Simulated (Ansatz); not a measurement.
## STM study: AlRu(111) (Pm-3m bulk, 15 atomic planes (those closer than 0.6 Å count as one), 12 Å, Ru-terminated, slab composition Ru8Al7)

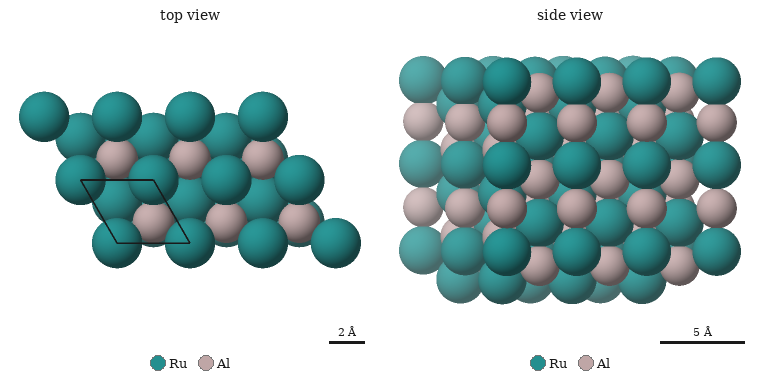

The relaxed structure from above and from the side.

Computed with DFT PBE, scalar-relativistic, plane waves, PAW (Ansatz 0.2.0). Cutoff 420 eV, 18 × 18 k-points, Gaussian smearing 0.1 eV, dipole correction. The slab is a cut without reconstruction beyond its cell, at the source's lattice constants, with its lower half held fixed and the rest relaxed. No spin polarisation. The run couldn't confirm all of its levels under its output density. The run warns that the functional's potential is rough in the thin density of the vacuum, where the tip is; weak contrasts and barriers may feel it.

The STM signal is simulated in the Tersoff–Hamann approximation. Bias windows are sharp sums over the levels of the k mesh.

```xyz
15
Lattice="4.2308 0.0000 0.0000 -2.1154 3.6639 0.0000 0.0000 0.0000 30.0904" Properties=species:S:1:pos:R:3 pbc="T T T"
Ru    0.0000    2.4426    9.0000
Al    2.1154    1.2213    9.8636
Ru    0.0000    0.0000   10.7272
Al    0.0000    2.4426   11.5908
Ru    2.1154    1.2213   12.4544
Al    0.0000    0.0000   13.3180
Ru    0.0000    2.4426   14.1816
Al    2.1154    1.2213   15.0608
Ru    0.0000    0.0000   15.9344
Al    0.0000    2.4426   16.8310
Ru    2.1154    1.2213   17.6666
Al    0.0000    0.0000   18.4845
Ru    0.0000    2.4426   19.5053
Al    2.1154    1.2213   20.2609
Ru    0.0000    0.0000   20.9486
```

The last single point, restarted from the relaxation's density, took 81 s on 2 threads of AMD EPYC 9R45 96-Core Processor (Zen 5), on a shared host, peak memory 1.6 GiB.

### 1. One image

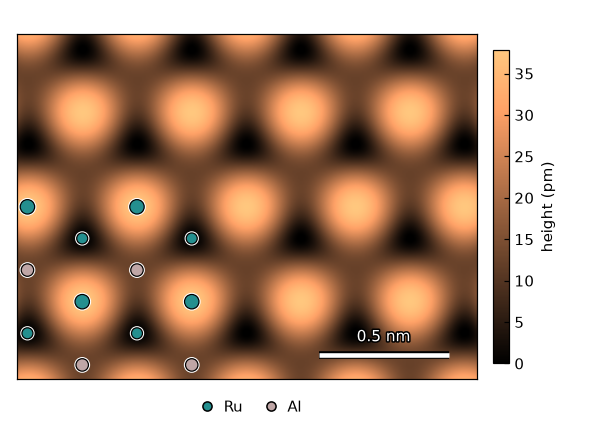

Constant-current image at a set point of 3.3 × 10⁻⁴ e/Å³ of this surface, sample bias −0.50 V. The atoms seen from above are drawn over one corner (deeper ones smaller).

What lies under the maxima and minima of this image?

Answer. The brightest spots lie over the top Ru atoms; the darkest points are over the Ru atoms 1.4 Å below the top plane. The corrugation is 38 pm at a mean tip height of 3.0 Å.

### 2. Approach curves

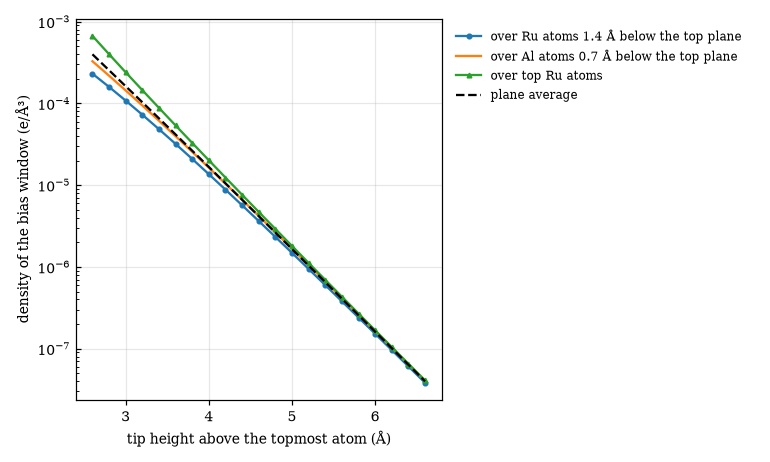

Approach curves over this surface at a sample bias of +0.50 V.

How fast does the current decay, and what apparent barrier height does that imply?

Answer. Near 4 Å the plane average falls as exp(−2.30 z/Å), a factor of 9.9 per ångström, which gives an apparent barrier of 5.0 eV (0.952 eV Å² times the slope squared). The vacuum level lies 4.59 eV above zero bias. The upper edge of the window lies 4.09 eV under it. The apparent barrier is above 4.09 eV. At 4 Å the 0.25 eV of states nearest the upper edge carry 30 % of the density. The value exceeds even the 4.59 eV between the vacuum level and the deepest states of the window, so their depth alone doesn't explain it. States away from the zone centre decay faster, since their momentum along the surface adds to the barrier, and that may account for the rest.

### 3. Barrier map

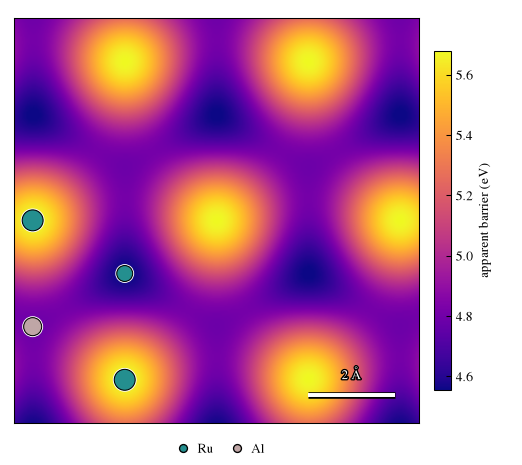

Map of the apparent barrier height, 0.952 eV Å² × (d ln I/dz)², 4.2 Å above this surface at −0.25 V; lighter colours are higher.

Where is the apparent barrier highest and lowest, and over what range?

Answer. It is highest, 5.7 eV, over the top Ru atoms, and lowest, 4.6 eV, over the Ru atoms 1.4 Å below the top plane. The vacuum level lies 4.59 eV above zero bias.
